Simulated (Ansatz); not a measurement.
Geometry relaxation, with input and output: Si16C (part 3 of 3)

Si16C (defect cell, 17 atoms in the cell); DFT PBE, scalar-relativistic, plane waves, PAW, no spin polarisation (Ansatz 0.2.0); cutoff 420 eV, 2×2×2 k-mesh, Gaussian smearing of 0.01 eV. The structure derives from an entry of the Crystallography Open Database.

Trajectory as extended XYZ, continued:
```
17
Lattice="0.0000 5.4697 5.4697 5.4697 0.0000 5.4697 5.4697 5.4697 0.0000" Properties=species:S:1:pos:R:3:forces:R:3 step=9 energy=-10418.93322
Si    4.1374    4.1336    4.1384    0.0108  -0.0228   0.0376
Si    6.8608    6.9079    4.0458   -0.1114   0.1229  -0.1681
Si    6.8775    4.0643    6.8778   -0.1061  -0.1956   0.0677
Si    9.8624    6.7725    6.7826    0.1051   0.1128  -0.0428
Si    4.1358    6.8218    6.8010   -0.0121  -0.0029  -0.0734
Si    6.9088    9.5509    6.8811   -0.0230  -0.0294  -0.0887
Si    6.9088    6.8669    9.5204   -0.0017   0.0978  -0.0143
Si    9.8616    9.6397    9.6131   -0.0031   0.2690   0.3216
Si    2.8549    2.7450    2.7310    0.0040   0.0249   0.0220
Si    5.5665    5.4358    2.7996    0.0666  -0.0341   0.0000
Si    5.5802    2.7861    5.4246    0.0419  -0.0526   0.0174
Si    7.9215    5.4941    5.4606   -0.5217  -0.0205  -0.0028
Si    2.7155    5.4802    5.4665    0.1415  -0.0328   0.0225
Si    5.5699    8.1671    5.5050    0.0393   0.0891   0.0796
Si    5.5681    5.5154    8.1263    0.0762   0.0460   0.1237
Si    8.3225    8.2092    8.1921    0.3110  -0.0374   0.0579
C    -1.2451    0.0520   -0.0290   -0.0177  -0.3347  -0.3600
17
Lattice="0.0000 5.4697 5.4697 5.4697 0.0000 5.4697 5.4697 5.4697 0.0000" Properties=species:S:1:pos:R:3:forces:R:3 step=10 energy=-10419.05620
Si    4.1675    4.1300    4.1374    0.0074  -0.0267  -0.0580
Si    6.8021    6.9507    3.9938    0.0286   0.0271   0.1271
Si    6.8223    4.0133    6.9205    0.0782   0.1298   0.0741
Si    9.9025    6.7519    6.7384   -0.2536  -0.2450  -0.2044
Si    4.1576    6.8147    6.8050    0.0872   0.0960   0.1024
Si    6.9599    9.5272    6.8840    0.2586   0.0355   0.0788
Si    6.9595    6.8987    9.5158    0.3930  -0.0874  -0.0136
Si    9.8802    9.6864    9.6435   -0.0481  -0.0775   0.2354
Si    2.8643    2.7492    2.7357    0.1645  -0.0853  -0.0517
Si    5.5894    5.4211    2.7705   -0.0461  -0.0940  -0.1195
Si    5.6112    2.7695    5.4125   -0.1994  -0.0198  -0.0216
Si    7.7487    5.4911    5.4608   -0.4381   0.0281  -0.0216
Si    2.7593    5.4730    5.4655   -0.0736   0.0383  -0.0052
Si    5.5875    8.1931    5.5248   -0.1795   0.0147  -0.1126
Si    5.6037    5.5337    8.1693   -0.1377   0.0379  -0.1092
Si    8.4334    8.2071    8.1982    0.0277   0.0514  -0.0596
C    -1.4417    0.0321   -0.0386    0.3312   0.1770   0.1595
17
Lattice="0.0000 5.4697 5.4697 5.4697 0.0000 5.4697 5.4697 5.4697 0.0000" Properties=species:S:1:pos:R:3:forces:R:3 step=11 energy=-10419.10799
Si    4.1927    4.1170    4.1208    0.0218  -0.0099   0.0091
Si    6.7697    6.9668    3.9746    0.0173   0.0375  -0.0275
Si    6.8008    4.0057    6.9401    0.0208  -0.0006   0.0080
Si    9.8632    6.7313    6.7211   -0.0069   0.0102  -0.0014
Si    4.1927    6.8275    6.8222    0.0075  -0.0196   0.0099
Si    7.0131    9.5311    6.8793    0.0099   0.0286  -0.0130
Si    7.0215    6.8910    9.5172   -0.0119  -0.0052   0.0188
Si    9.8581    9.6933    9.6842   -0.0204   0.0431  -0.0352
Si    2.8782    2.7400    2.7326   -0.0174   0.0243   0.0017
Si    5.5922    5.4115    2.7311   -0.0142  -0.0437   0.0072
Si    5.6096    2.7394    5.4112   -0.0017  -0.0042  -0.0329
Si    7.6617    5.4959    5.4538   -0.0500  -0.0249   0.0248
Si    2.8086    5.4767    5.4680    0.0561   0.0039  -0.0246
Si    5.5909    8.2151    5.5269    0.0099  -0.0277   0.0469
Si    5.6011    5.5341    8.2019    0.0226   0.0028   0.0194
Si    8.4688    8.2148    8.1952    0.0177  -0.0154   0.0258
C    -1.5156    0.0513   -0.0432   -0.0610   0.0005  -0.0374
17
Lattice="0.0000 5.4697 5.4697 5.4697 0.0000 5.4697 5.4697 5.4697 0.0000" Properties=species:S:1:pos:R:3:forces:R:3 step=12 energy=-10419.10799
Si    4.1927    4.1170    4.1208    0.0215  -0.0099   0.0091
Si    6.7697    6.9668    3.9746    0.0171   0.0379  -0.0277
Si    6.8008    4.0057    6.9401    0.0207  -0.0008   0.0085
Si    9.8632    6.7313    6.7211   -0.0074   0.0088  -0.0028
Si    4.1927    6.8275    6.8222    0.0075  -0.0195   0.0099
Si    7.0131    9.5311    6.8793    0.0100   0.0286  -0.0132
Si    7.0215    6.8910    9.5172   -0.0117  -0.0054   0.0188
Si    9.8581    9.6933    9.6842   -0.0204   0.0441  -0.0339
Si    2.8782    2.7400    2.7326   -0.0174   0.0245   0.0017
Si    5.5922    5.4115    2.7311   -0.0146  -0.0437   0.0072
Si    5.6096    2.7394    5.4112   -0.0019  -0.0042  -0.0328
Si    7.6617    5.4959    5.4538   -0.0483  -0.0248   0.0249
Si    2.8086    5.4767    5.4680    0.0563   0.0039  -0.0248
Si    5.5909    8.2151    5.5269    0.0098  -0.0278   0.0469
Si    5.6011    5.5341    8.2019    0.0227   0.0029   0.0193
Si    8.4688    8.2148    8.1952    0.0178  -0.0156   0.0257
C    -1.5156    0.0513   -0.0432   -0.0616   0.0009  -0.0368
17
Lattice="0.0000 5.4697 5.4697 5.4697 0.0000 5.4697 5.4697 5.4697 0.0000" Properties=species:S:1:pos:R:3:forces:R:3 step=13 energy=-10419.12287
Si    4.2077    4.0832    4.1393    0.0038   0.0071   0.0117
Si    6.7074    6.9908    3.9530   -0.0468   0.0487  -0.0487
Si    6.8438    4.0138    6.9302   -0.0226   0.0054  -0.0039
Si    9.8468    6.7121    6.7131    0.0089   0.0351   0.0181
Si    4.2063    6.8058    6.8595    0.0057  -0.0128  -0.0074
Si    7.0300    9.5269    6.8857   -0.0121   0.0047  -0.0045
Si    7.0396    6.8771    9.5351    0.0186  -0.0064   0.0085
Si    9.8452    9.7001    9.6996    0.0150  -0.0151  -0.0326
Si    2.8754    2.7258    2.7492    0.0284  -0.0238   0.0215
Si    5.5722    5.3857    2.7230    0.0072  -0.0393   0.0239
Si    5.6323    2.7209    5.4335   -0.0012  -0.0218  -0.0089
Si    7.6312    5.5257    5.4200   -0.0483  -0.0050   0.0028
Si    2.8402    5.4657    5.4774    0.0028   0.0065  -0.0045
Si    5.5711    8.2216    5.5566    0.0074  -0.0268   0.0418
Si    5.6306    5.5109    8.2216    0.0010   0.0065   0.0220
Si    8.4791    8.2044    8.2084    0.0072   0.0173  -0.0253
C    -1.5516    0.1721   -0.1684    0.0250   0.0198  -0.0147
17
Lattice="0.0000 5.4697 5.4697 5.4697 0.0000 5.4697 5.4697 5.4697 0.0000" Properties=species:S:1:pos:R:3:forces:R:3 step=14 energy=-10419.10928 accepted=F
Si    4.2097    4.0343    4.1826   -0.0030  -0.0030  -0.0339
Si    6.6166    7.0254    3.9184   -0.0343   0.0103  -0.0166
Si    6.9018    4.0341    6.9081   -0.0137   0.0041  -0.0119
Si    9.8415    6.6924    6.7093   -0.0829  -0.0195  -0.1947
Si    4.2112    6.7595    6.9106   -0.0026   0.0403   0.0008
Si    7.0203    9.5245    6.8900   -0.0025  -0.0172   0.0111
Si    7.0832    6.8771    9.5376   -0.0147  -0.0130   0.0117
Si    9.8435    9.7039    9.7182   -0.0801   0.1794   0.0551
Si    2.8705    2.7040    2.7697    0.0173  -0.0242   0.0154
Si    5.5320    5.3428    2.7333    0.0202   0.0172  -0.0098
Si    5.6732    2.6931    5.4557   -0.0240   0.0223   0.0142
Si    7.6097    5.5750    5.3694    0.2411   0.0262  -0.0323
Si    2.8533    5.4526    5.4915    0.0093  -0.0070   0.0118
Si    5.5335    8.2094    5.6018    0.0053   0.0256  -0.0223
Si    5.6769    5.4867    8.2506   -0.0303   0.0025  -0.0295
Si    8.4993    8.2188    8.1963    0.0394  -0.0427   0.0290
C    -1.5687    0.3091   -0.3062   -0.0443  -0.2008   0.2015
17
Lattice="0.0000 5.4697 5.4697 5.4697 0.0000 5.4697 5.4697 5.4697 0.0000" Properties=species:S:1:pos:R:3:forces:R:3 step=15 energy=-10419.12729
Si    4.2073    4.0634    4.1555    0.0036  -0.0110   0.0007
Si    6.6659    7.0192    3.9249    0.0087  -0.0081   0.0083
Si    6.8589    4.0345    6.9096    0.0094  -0.0012   0.0017
Si    9.8454    6.6993    6.7171    0.0014  -0.0102  -0.0018
Si    4.2067    6.7887    6.8807    0.0044  -0.0010   0.0113
Si    7.0347    9.5229    6.8906   -0.0116   0.0043  -0.0029
Si    7.0548    6.8749    9.5388   -0.0121   0.0060  -0.0057
Si    9.8470    9.6960    9.7135   -0.0088  -0.0023   0.0060
Si    2.8716    2.7282    2.7464   -0.0041   0.0155  -0.0149
Si    5.5638    5.3624    2.7309   -0.0157   0.0174  -0.0074
Si    5.6419    2.7061    5.4440    0.0158  -0.0044   0.0000
Si    7.6221    5.5554    5.3844    0.0093   0.0143  -0.0094
Si    2.8470    5.4607    5.4833   -0.0006  -0.0022   0.0003
Si    5.5638    8.2128    5.5819   -0.0137   0.0056  -0.0202
Si    5.6421    5.5007    8.2376    0.0172  -0.0024   0.0029
Si    8.4907    8.2048    8.2069    0.0221  -0.0132   0.0265
C    -1.5563    0.2127   -0.2091   -0.0254  -0.0072   0.0048
17
Lattice="0.0000 5.4697 5.4697 5.4697 0.0000 5.4697 5.4697 5.4697 0.0000" Properties=species:S:1:pos:R:3:forces:R:3 step=16 energy=-10419.12729
Si    4.2065    4.0600    4.1547    0.0030  -0.0061   0.0007
Si    6.6645    7.0180    3.9217    0.0076  -0.0016   0.0092
Si    6.8589    4.0333    6.9070    0.0101   0.0008   0.0032
Si    9.8475    6.7009    6.7203   -0.0035  -0.0072  -0.0029
Si    4.2083    6.7873    6.8794    0.0008   0.0006   0.0074
Si    7.0353    9.5207    6.8894   -0.0106   0.0027  -0.0060
Si    7.0557    6.8733    9.5372   -0.0071   0.0016  -0.0040
Si    9.8447    9.7002    9.7162   -0.0004  -0.0077   0.0078
Si    2.8710    2.7267    2.7436   -0.0003   0.0128  -0.0126
Si    5.5635    5.3588    2.7302   -0.0100   0.0174  -0.0013
Si    5.6429    2.7036    5.4422    0.0115  -0.0004   0.0043
Si    7.6206    5.5668    5.3934    0.0032  -0.0006  -0.0185
Si    2.8478    5.4592    5.4824   -0.0008  -0.0026   0.0035
Si    5.5632    8.2125    5.5790   -0.0132   0.0093  -0.0109
Si    5.6427    5.4985    8.2367    0.0134   0.0046   0.0032
Si    8.4924    8.2066    8.2096    0.0138  -0.0168   0.0144
C    -1.5581    0.2163   -0.2060   -0.0176  -0.0070   0.0023
```

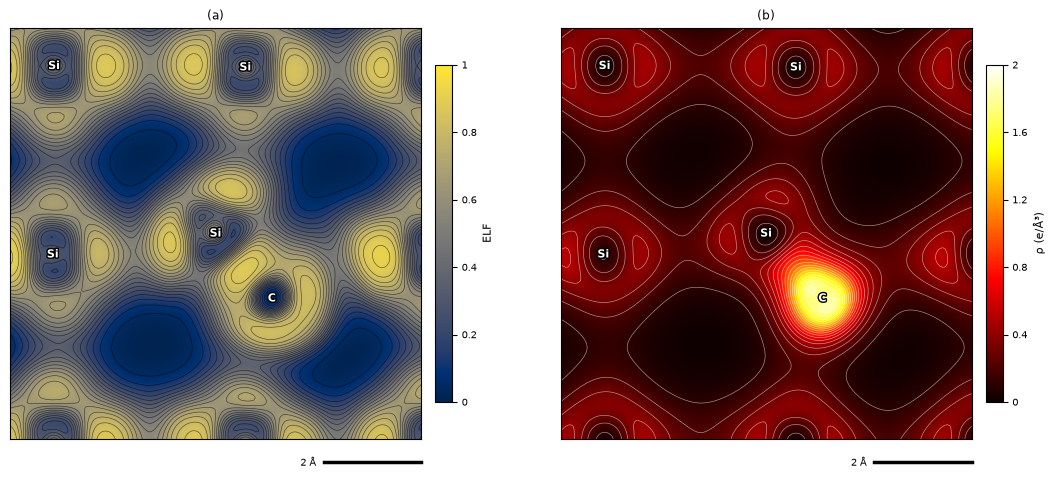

**Figure 1.** (a) electron localisation function; (b) valence charge density (pseudo) on the (101) plane of the calculation cell. The section cuts through Si and C sites. Away from the nuclei the density in this plane falls to 0.02 e/Å³ at its lowest. Core electrons are frozen (PAW), so the fields are smoothed inside the atomic spheres.

This output came from the following input.

Input:
```yaml
crystal:
  lattice:
    - [0.0, 5.4696766497, 5.4696766497]
    - [5.4696766497, 0.0, 5.4696766497]
    - [5.4696766497, 5.4696766497, 0.0]
  atoms:
    - { symbol: Si, position: [0.375, 0.375, 0.375] }
    - { symbol: Si, position: [0.375, 0.375, 0.875] }
    - { symbol: Si, position: [0.375, 0.875, 0.375] }
    - { symbol: Si, position: [0.3734979249, 0.8743417642, 0.8819399441] }
    - { symbol: Si, position: [0.875, 0.375, 0.375] }
    - { symbol: Si, position: [0.8785238492, 0.3736661688, 0.8735149525] }
    - { symbol: Si, position: [0.8797093409, 0.8710149128, 0.3777866529] }
    - { symbol: Si, position: [0.888351193, 0.8711129402, 0.875514106] }
    - { symbol: Si, position: [0.25, 0.25, 0.25] }
    - { symbol: Si, position: [0.2483320175, 0.2478887985, 0.7482193597] }
    - { symbol: Si, position: [0.2588795276, 0.7464812644, 0.236853133] }
    - { symbol: Si, position: [0.2475828281, 0.7493137475, 0.7594555063] }
    - { symbol: Si, position: [0.7503390619, 0.2381885643, 0.2556435909] }
    - { symbol: Si, position: [0.7402470673, 0.2497994969, 0.7565829802] }
    - { symbol: Si, position: [0.7419485927, 0.7523309198, 0.2571967971] }
    - { symbol: Si, position: [0.75, 0.75, 0.75] }
    - { symbol: C, position: [0.0033834697, -0.0063719849, 0.0009614434] }
  host:
    lattice:
      - [0.0, 2.7348383248, 2.7348383248]
      - [2.7348383248, 0.0, 2.7348383248]
      - [2.7348383248, 2.7348383248, 0.0]
    atoms:
      - { symbol: Si, position: [0.75, 0.75, 0.75] }
      - { symbol: Si, position: [0.5, 0.5, 0.5] }
basis:
  ecutwfc: 420
  xc_grid: 2
kpoints:
  mp_grid: { grid: [2, 2, 2], shift: [0.0, 0.0, 0.0] }
hamiltonian:
  xc: pbe
scf:
  occupations: { method: gaussian, width: 0.01 }
output:
  forces: true
  stress: false
  eigenvalues: true
  charged_corrections:
    defect_position: [0.0, 0.0, 0.0]
    epsilon: [[12.9813, 0.0, 0.0], [0.0, 12.9813, 0.0], [0.0, 0.0, 12.9813]]
  write_density: true
  write_potential: true
  elf: true
  volumetric_format: npy
relax:
  adjacent_minimum: "off"
  f_tol: 0.025
  max_steps: 45
```

Launch command:
```bash
ansatz run input.yaml --threads 2 --pin off --max-ram 5120MiB --backend cpu --events-out ev --progress --plain --runs-dir out
```

Key numbers:

```csv
quantity,value
outcome,converged
electrons treated,68
free energy,−10419.1273 eV
Fermi energy,6.591 eV
gap on the k-point mesh,none (metallic)
final volume,327.28 Å³
largest force (length of the vector) at the end,0.026 eV/Å
hardware,"2 threads of Intel Xeon @ 2.70GHz, 189 GiB of memory available, shared host"
wall time,93 s (CPU time 2.9 min)
peak memory,0.68 GiB
```

The k-point mesh is coarse for a cell of this size, so the results may not be converged.
